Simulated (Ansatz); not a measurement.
## Geometry relaxation, with input and output: Ti$_{2}$C$_{3}$ (part 2 of 2)

Ti$_{2}$C$_{3}$ (5 atoms in the cell); DFT r2SCAN, scalar-relativistic, plane waves, PAW, no spin polarisation (Ansatz 0.2.0); cutoff 500 eV, 18×18×6 k-mesh, Gaussian smearing of 0.1 eV. The structure was built on a prototype by a generator; it need not be a known phase. It belongs to a series of runs on one base structure; here: A-type sesquioxide type (P-3m1, No. 164).

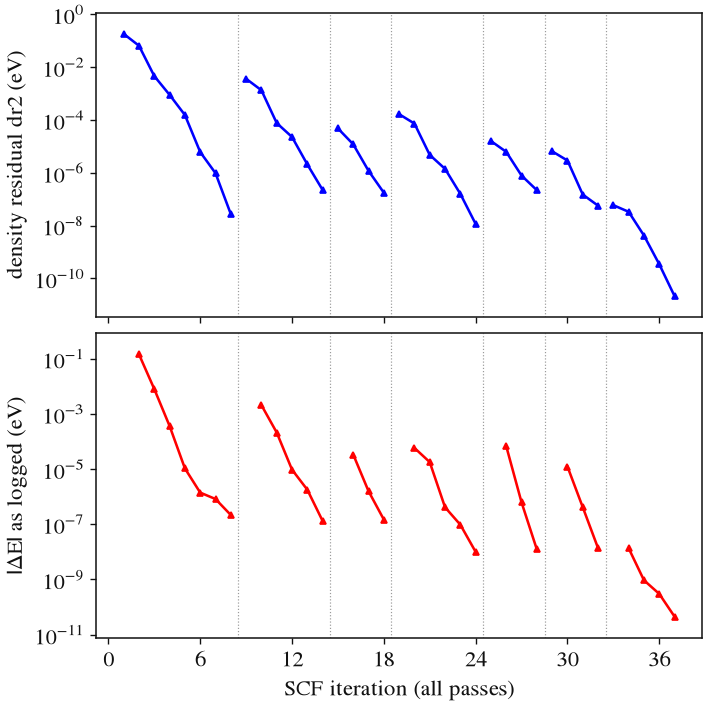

**Figure 1.** Convergence of the self-consistent field: density residual dr2 and size of the energy change against the SCF iteration. The dotted lines part the SCF passes of the relaxation: geometry steps, rejected trials and re-solves on a re-selected basis. The 7 passes take 4 to 8 iterations each, 37 in all.

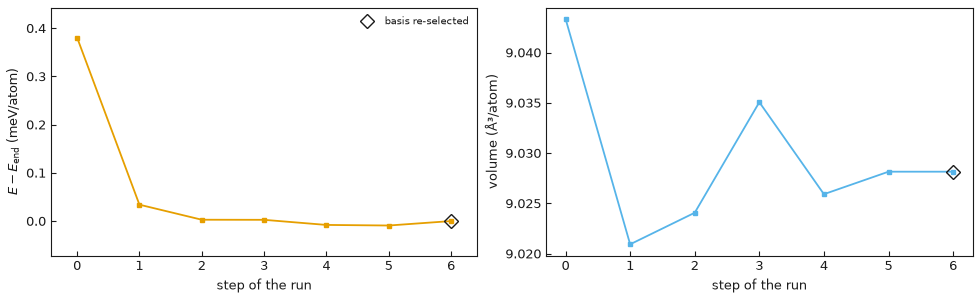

**Figure 2.** Progress of the relaxation, step by step (the first geometry is step 0 here and step 1 in the log). Over 5 geometry steps the energy falls by 0.4 meV per atom. The largest force component goes from 0.18 to 0.00074 eV/Å. Pressure: −0.13 GPa at the start and 0.00 GPa at the end. The largest moves relative to the cell, 0.006 Å, are those of Ti1 and Ti2. Largest moves by element: Ti 0.006 Å, C 0.005 Å. A last SCF at the same geometry on a re-selected plane-wave basis shifts the energy by +0.0 meV per atom. (Atoms are counted from 1 in the order of the input.)

```
basis re-selected at this cell: Δ(F+E_penalty+E_count) = +4.538e-5 eV, ΔP = -0.000 GPa vs the last step (what re-selecting the basis moved, of the pressure what is left beyond the Pulay correction that the steps carried, after the strain that the cell walked since its last selection, with what the two solves' SCF thresholds leave and, on support functions, any second-order correction that the steps lacked; it is no measure of the basis error at this ecutwfc). This SCF's stress stands 5.89e-3 GPa from its target on what of the cell is left free (relax.cell.stress_tol is 5.00e-2 GPa) and its largest allowed force component is 7.40e-4 eV/Å (relax.f_tol is 1.00e-2 eV/Å): within both
SCF converged after 5 iterations
Free energy (F): -5765.166008 eV
Harris-Foulkes:  -5765.166008 eV  (|F-HF|=6.37e-12)
Internal energy: -5765.163093 eV  (E = F + TS)
E sigma→0 (E₀):  -5765.164551 eV
Entropy (-TS):   -0.002915 eV (-0.583 meV/atom)
Fermi energy:    16.228192 eV
--- Per-component energies (eV) ---
  E_band       = -207.887243
  E_kinetic    = 818.623556
  E_local      = -1706.182431  (includes V_loc(G=0)·N_el)
  E_nonlocal   = 89.817598
  E_hartree    = 703.719205
  E_xc         = -331.784502
  E_vxc        = -467.070750  (∫ρ·V_xc dr)
  E_paw        = -2414.927055  (= ΣΔE_a)
  E_vpaw       = -379.155384  (= ΣTr[D̂ρ^β])
  E_aug_tail   = 0.000184  (compensation charges beyond the density's cutoff)
  E_vtau       = 28.641541  (kinetic-family band-sum trace: ∫τ·v_τ [+ j·A + Jᵃ·Aᵃ] dr)
  E_ewald      = -2923.848412
  E_core_change = -0.581236  (= ΣΔE_core)
  E_smearing   = -0.002915  (= −TS)
  E_closure    = -0.000000  (closes the sum)
  Σ components = -5765.166008   (vs F -5765.166008, Δ=0.00e0)
--- Forces (eV/Å), atoms counted from 1 ---
  atom   1  Ti     0.00000000    -0.00000000     0.00074006
  atom   2  Ti     0.00000000     0.00000000    -0.00074006
  atom   3  C      0.00000000     0.00000000     0.00000000
  atom   4  C     -0.00000000     0.00000000    -0.00012329
  atom   5  C      0.00000000    -0.00000000     0.00012329
  max |Σ_I F_I| component: 3.70e-17 eV/Å
--- Stress (GPa, compression-positive) ---
        0.005891       0.000000       0.000000
        0.000000       0.005891      -0.000000
        0.000000      -0.000000      -0.002942
  P = ⅓ Tr σ = 0.0029 GPa (0.029 kbar)
--- Band table (eV; the first three rows and the last of 202) ---
  k-point 0: bands = ["-43.1522", "-43.0841", "-18.7566", "-18.2917", "-18.0376", "-18.0376", "-18.0054", "-18.0054", "-2.8850", "3.4653", "6.8836", "11.2827", "11.9202", "11.9202", "13.4792", "13.4792", "13.6231", "16.7785", "16.7785", "16.9526", "18.1022", "18.1022", "18.5009"]
  k-point 1: bands = ["-43.1521", "-43.0843", "-18.7486", "-18.3006", "-18.0373", "-18.0373", "-18.0057", "-18.0057", "-2.8668", "3.3465", "7.1274", "10.9126", "11.8716", "11.8716", "13.5991", "13.5991", "13.9101", "16.6711", "16.6711", "16.9955", "18.2085", "18.2085", "18.3075"]
  k-point 2: bands = ["-43.1517", "-43.0846", "-18.7315", "-18.3195", "-18.0368", "-18.0368", "-18.0062", "-18.0062", "-2.8298", "3.1331", "7.6788", "10.2057", "11.7874", "11.7874", "13.8448", "13.8448", "14.3615", "16.4623", "16.4623", "17.1027", "17.9302", "17.9302", "18.4777"]
  k-point 201: bands = ["-42.9959", "-42.9959", "-18.5940", "-18.5496", "-18.5496", "-18.4495", "-18.2847", "-18.2847", "2.3545", "2.3545", "5.1936", "6.6252", "11.0087", "11.0087", "11.5552", "11.5552", "12.3777", "15.1067", "18.2049", "18.2162", "18.2162", "19.1657", "19.1657"]
--- Relaxed structure (6 steps of the walk, 6 accepted, 1 SCFs on fresh bases) ---
  F+E_penalty+E_count = -5765.16600831 eV   max|allowed force component| = 7.401e-4 eV/Å   (the final SCF, on the basis selected at the relaxed cell)
  cell:  # Å, volume = 45.1408 Å³
    - [2.868735273568754, 4.966243868831006e-33, -2.0366352957270442e-19]
    - [-1.434367636784377, 2.484397623643042, 1.0183176478635199e-19]
    - [-4.488897077969129e-19, 6.890804056073396e-34, 6.333696562443166]
  atoms:
    - { symbol: Ti, position: [0.33333333333333337, 0.6666666666666667, 0.19114304251642555] }
    - { symbol: Ti, position: [0.6666666666666667, 0.33333333333333337, 0.8088569574835747] }
    - { symbol: C, position: [-2.083020272741151e-35, 2.0648933316767037e-35, -8.563926496305252e-22] }
    - { symbol: C, position: [0.33333333333333337, 0.6666666666666667, 0.5420484321155303] }
    - { symbol: C, position: [0.6666666666666667, 0.33333333333333337, 0.4579515678844697] }
```

Trajectory as extended XYZ (Å, eV, eV/Å), 7 frames, from step=1 to step=7:
```
5
Lattice="2.8720 0.0000 0.0000 -1.4360 2.4872 0.0000 0.0000 0.0000 6.3301" Properties=species:S:1:pos:R:3:forces:R:3 step=1 energy=-5765.16410 pressure_GPa=-0.13
Ti    0.0000    1.6581    1.2038    0.0000   0.0000   0.1794
Ti    1.4360    0.8291    5.1262    0.0000   0.0000  -0.1794
C     0.0000    0.0000    0.0000    0.0000   0.0000   0.0000
C     0.0000    1.6581    3.4260    0.0000   0.0000   0.1107
C     1.4360    0.8291    2.9041    0.0000   0.0000  -0.1107
5
Lattice="2.8656 0.0000 0.0000 -1.4328 2.4817 0.0000 0.0000 0.0000 6.3423" Properties=species:S:1:pos:R:3:forces:R:3 step=2 energy=-5765.16584 pressure_GPa=0.14
Ti    0.0000    1.6545    1.2125    0.0000   0.0000  -0.0128
Ti    1.4328    0.8272    5.1299    0.0000   0.0000   0.0128
C     0.0000    0.0000    0.0000    0.0000   0.0000   0.0000
C     0.0000    1.6545    3.4362    0.0000   0.0000   0.0196
C     1.4328    0.8272    2.9061    0.0000   0.0000  -0.0196
5
Lattice="2.8673 0.0000 0.0000 -1.4337 2.4832 0.0000 0.0000 0.0000 6.3371" Properties=species:S:1:pos:R:3:forces:R:3 step=3 energy=-5765.16599 pressure_GPa=0.12
Ti    0.0000    1.6554    1.2109    0.0000   0.0000   0.0090
Ti    1.4337    0.8277    5.1263    0.0000   0.0000  -0.0090
C     0.0000    0.0000    0.0000    0.0000   0.0000   0.0000
C     0.0000    1.6554    3.4336    0.0000   0.0000   0.0234
C     1.4337    0.8277    2.9035    0.0000   0.0000  -0.0234
5
Lattice="2.8693 0.0000 0.0000 -1.4347 2.4849 0.0000 0.0000 0.0000 6.3360" Properties=species:S:1:pos:R:3:forces:R:3 step=4 energy=-5765.16600 pressure_GPa=-0.21
Ti    0.0000    1.6566    1.2108    0.0000   0.0000   0.0091
Ti    1.4347    0.8283    5.1253    0.0000   0.0000  -0.0091
C     0.0000    0.0000    0.0000    0.0000   0.0000   0.0000
C     0.0000    1.6566    3.4351    0.0000   0.0000  -0.0192
C     1.4347    0.8283    2.9009    0.0000   0.0000   0.0192
5
Lattice="2.8688 0.0000 0.0000 -1.4344 2.4845 0.0000 0.0000 0.0000 6.3318" Properties=species:S:1:pos:R:3:forces:R:3 step=5 energy=-5765.16605 pressure_GPa=0.07
Ti    0.0000    1.6563    1.2107    0.0000   0.0000  -0.0110
Ti    1.4344    0.8282    5.1211    0.0000   0.0000   0.0110
C     0.0000    0.0000    0.0000    0.0000   0.0000   0.0000
C     0.0000    1.6563    3.4321    0.0000   0.0000   0.0036
C     1.4344    0.8282    2.8996    0.0000   0.0000  -0.0036
5
Lattice="2.8687 0.0000 0.0000 -1.4344 2.4844 0.0000 0.0000 0.0000 6.3337" Properties=species:S:1:pos:R:3:forces:R:3 step=6 energy=-5765.16605 pressure_GPa=0.00
Ti    0.0000    1.6563    1.2106    0.0000   0.0000   0.0005
Ti    1.4344    0.8281    5.1231    0.0000   0.0000  -0.0005
C     0.0000    0.0000    0.0000    0.0000   0.0000   0.0000
C     0.0000    1.6563    3.4332    0.0000   0.0000  -0.0002
C     1.4344    0.8281    2.9005    0.0000   0.0000   0.0002
5
Lattice="2.8687 0.0000 0.0000 -1.4344 2.4844 0.0000 0.0000 0.0000 6.3337" Properties=species:S:1:pos:R:3:forces:R:3 step=7 energy=-5765.16601 pressure_GPa=0.00
Ti    0.0000    1.6563    1.2106    0.0000   0.0000   0.0007
Ti    1.4344    0.8281    5.1231    0.0000   0.0000  -0.0007
C     0.0000    0.0000    0.0000    0.0000   0.0000   0.0000
C     0.0000    1.6563    3.4332    0.0000   0.0000  -0.0001
C     1.4344    0.8281    2.9005    0.0000   0.0000   0.0001
```

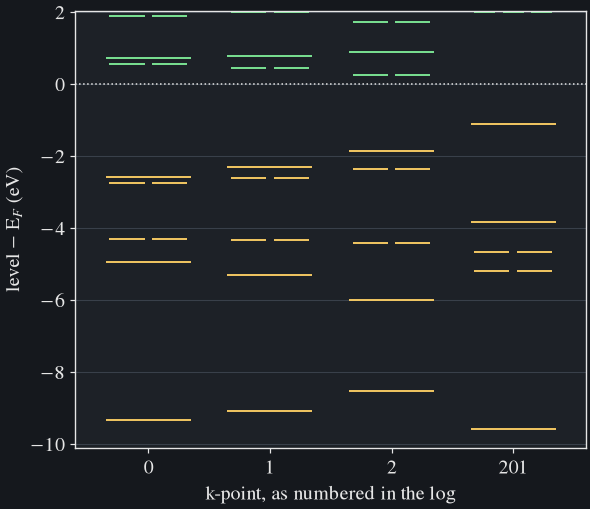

**Figure 3.** Kohn–Sham levels near the Fermi level (dotted) at the few k-points that the log prints; levels within 0.02 eV of each other stand side by side. The system is metallic on the full mesh.

This output came from the following input.

Input:
```yaml
crystal:
  lattice:
    - [2.8719770454, 0.0, 0.0]
    - [-1.4359885227, 2.4872050804, 0.0]
    - [0.0, 0.0, 6.3300530017]
  atoms:
    - { symbol: Ti, position: [0.3333333333, 0.6666666667, 0.190173926] }
    - { symbol: Ti, position: [0.6666666667, 0.3333333333, 0.809826074] }
    - { symbol: C, position: [0.0, 0.0, 0.0] }
    - { symbol: C, position: [0.3333333333, 0.6666666667, 0.541226667] }
    - { symbol: C, position: [0.6666666667, 0.3333333333, 0.458773333] }
basis:
  ecutwfc: 500
kpoints:
  mp_grid: { grid: [18, 18, 6] }
hamiltonian:
  xc: r2scan
scf:
  occupations: { method: gaussian, width: 0.1 }
output:
  forces: true
  stress: true
  eigenvalues: true
relax:
  adjacent_minimum: "off"
  f_tol: 0.01
  max_steps: 80
  cell: { stress_tol: 0.05 }
```

Launched with:
```bash
ansatz run input.yaml --threads 1 --pin off --max-ram 2560MiB --backend cpu --events-out ev --progress --plain --runs-dir out
```

Key numbers:

- outcome: converged
- space group (tolerance 0.01 Å): P-3m1 (164)
- electrons treated: 36
- free energy: −5765.1660 eV
- Fermi energy: 16.228 eV
- gap on the k-point mesh: none (metallic)
- pressure: 0.00 GPa
- final volume: 45.14 Å³
- largest force (length of the vector) at the end: 0.001 eV/Å
- final cell: a = 2.869 Å, b = 2.869 Å, c = 6.334 Å, α = 90.00°, β = 90.00°, γ = 120.00°
- hardware: 1 thread of Intel Xeon @ 2.50GHz (Skylake/Cascade Lake), 192 GiB of memory available, shared host
- wall time: 3.2 min
- peak memory: 0.68 GiB
